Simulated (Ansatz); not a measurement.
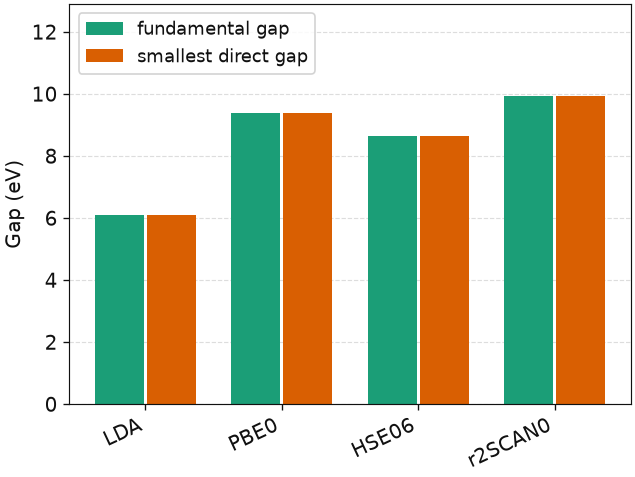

Gaps of NaF, space group Fm-3m, 2 atoms in the cell, at several levels of theory on one cell (Ansatz, plane waves and PAW; edges over the mesh and the special points).

### How does the gap depend on the level, and does its kind change?

In rising order: LDA 6.11 eV, HSE06 8.63 eV, PBE0 9.40 eV and r2SCAN0 9.92 eV. It is direct at every level.
